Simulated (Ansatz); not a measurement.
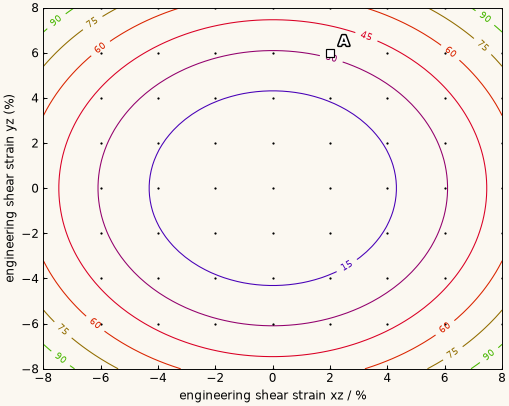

AlN (Fm-3m, No. 225; 2 atoms in the cell). 
- The energy is mapped over two homogeneous strains (x, y and z along the cube axes).
- Coordinates scanned: (1) engineering shear strain xz; (2) engineering shear strain yz.
- Nothing is relaxed (symmetry fixes all fractional coordinates).
- The grid has 9 × 9 points; 15 points were computed and 66 follow by symmetry.
- Points are written as (first, second).
- Energies are in meV/atom, from the lowest grid point.
- Method: DFT PBEsol, scalar-relativistic, plane waves, PAW in Ansatz 0.2.0. Settings: cutoff 520 eV, k-mesh 10×10×10, gaussian smearing 0.05 eV, no spin polarisation.

In the figure: contour lines labelled in meV/atom, dots at the grid points, the point A. Between grid points the surface is interpolated.

**Is A at rest? If not, where is it pushed?**

A, at (2 %, 6 %), is not a stationary point. The computed force is 3.2 meV/atom for each 1 % towards smaller values of engineering shear strain xz and 9.7 meV/atom for each 1 % towards smaller values of engineering shear strain yz.

PAW datasets: the set soft_1.
